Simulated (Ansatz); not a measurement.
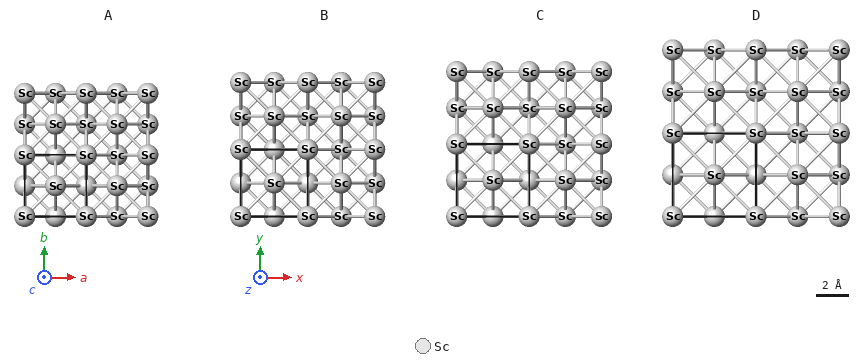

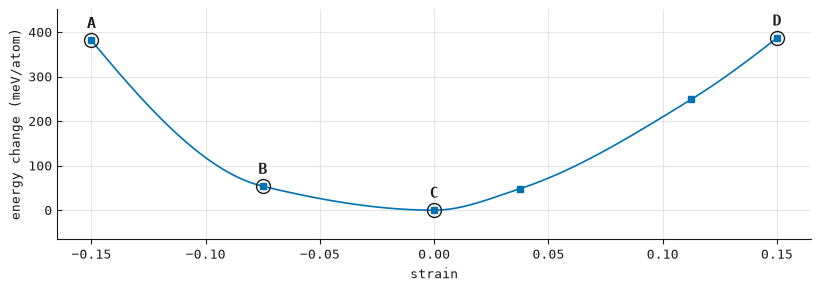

Solid Sc (Fm-3m): the cell is strained equally along x and y, with the atoms kept at their fractional coordinates. x, y and z are the Cartesian axes of the input. The lettered frames are marked on the plot. A ball-and-stick model of the conventional cell (4 times the calculation's cell), repeated 2 × 2 × 1 with one cell outlined, seen along the c axis. Lengths and directions refer to the drawn axes.

Theory: DFT LDA, scalar-relativistic, plane waves, PAW in Ansatz. Settings: plane-wave cutoff 420 eV; k-point mesh 18 × 18 × 18; occupations gaussian; smearing width 0.15 eV; no spin polarisation. Energies (free energies at the smearing named) are counted from the cell as listed in its source, which wasn't relaxed.

Q: What does the scan show?

A: Of the computed points the lowest is at the strain 0.00, 0 meV/atom. At the ends of the scan the energy is 381 meV/atom (−0.15) and 387 meV/atom (0.15). The unrelaxed reference is under a pressure of −2.4 GPa, which tilts the curve. The distortion takes the space group from Fm-3m to I4/mmm. At the strain −0.15 the cell of the drawing goes a 4.541 → 3.860 Å, b 4.541 → 3.860 Å.
